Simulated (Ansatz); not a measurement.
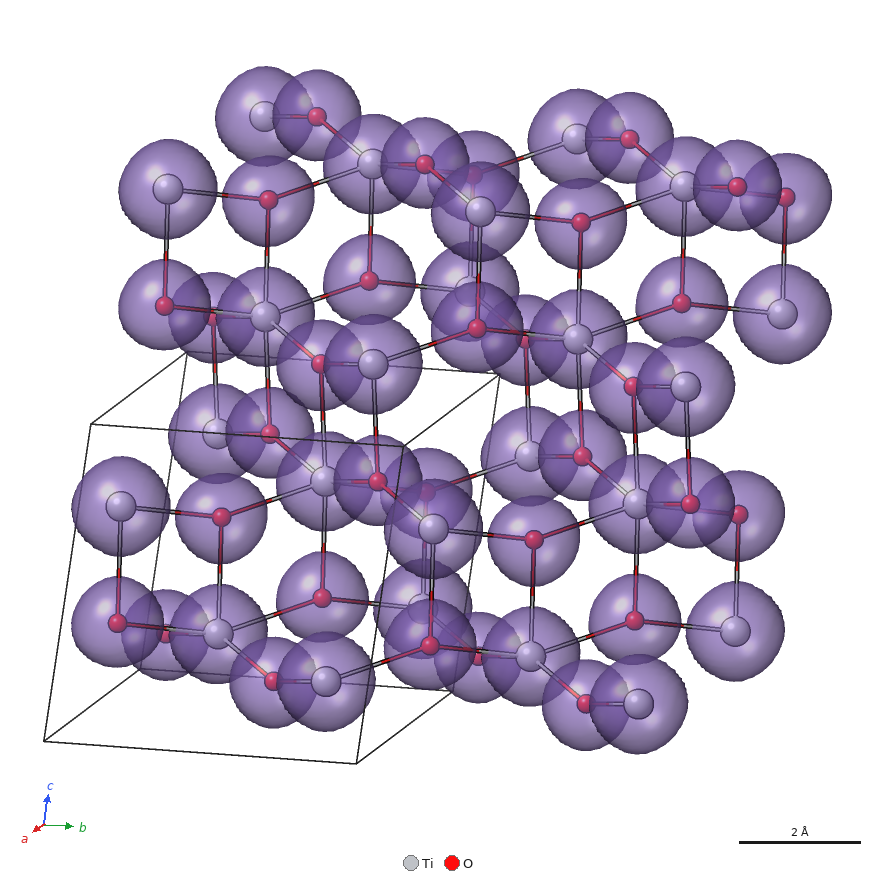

TiO$_{2}$. Isosurface of the valence pseudo-density at 1 e/Å³ (purple), seen slightly off an axis. Sticks mark near contacts.

Space group C2/c; a structure from a database of computed crystals, not necessarily the ambient phase; computed without spin polarisation.

These are results of DFT PBE, scalar-relativistic, plane waves, PAW in Ansatz 0.2.0, not measurements.

Core electrons are frozen (PAW), and the valence fields are smoothed inside the atomic spheres.

What does this surface tell about the bonding?

At this value the density breaks into separate islands; it holds about 70 % of the electrons treated as valence (semicore included). It bridges none of the near contacts. It is pinched off along the shortest Ti–O (1.93 Å) and Ti–O (1.98 Å) contacts. On the grid the lowest density along these lines, outside the cores, is 0.75 e/Å³ (Ti–O, 1.93 Å) and 0.67 e/Å³ (Ti–O, 1.98 Å).
